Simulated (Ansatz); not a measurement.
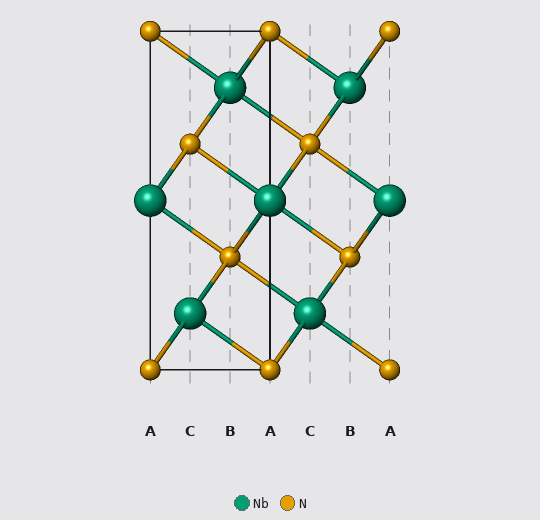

The picture looks along a close-packed row of the hexagonal mesh; [111] points upwards. The dashed lines mark the three columns A (0, 0), B (1/3, 2/3) and C (2/3, 1/3). The box is the hexagonal cell of the face-centred cubic lattice. The sequence starts with the first layer at or above the cell's origin.

System NbN (space group Fm-3m, No. 225); source of the atomic positions: a calculation's input that goes back to an entry of the Crystallography Open Database (an earlier step may have relaxed or displaced it).

Give the sequence of layers in one repeat, with element and column.

Answer. N(A) – Nb(C) – N(B) – Nb(A) – N(C) – Nb(B) (six layers in 7.60 Å).

How are the N layers alone stacked?

Answer. N layers alone: ABC, the cubic close-packed type.

Which positions between or in the N layers do the other atoms fill?

Answer. Nb: three octahedral sites in each hexagonal cell.

Heights of the layers:

```json
{"layer": "1", "atoms (column)": "N(A)", "height (Å)": "0.00", "to next (Å)": "1.27"}
{"layer": "2", "atoms (column)": "Nb(C)", "height (Å)": "1.27", "to next (Å)": "1.27"}
{"layer": "3", "atoms (column)": "N(B)", "height (Å)": "2.53", "to next (Å)": "1.27"}
{"layer": "4", "atoms (column)": "Nb(A)", "height (Å)": "3.80", "to next (Å)": "1.27"}
{"layer": "5", "atoms (column)": "N(C)", "height (Å)": "5.07", "to next (Å)": "1.27"}
{"layer": "6", "atoms (column)": "Nb(B)", "height (Å)": "6.33", "to next (Å)": "1.27"}
```
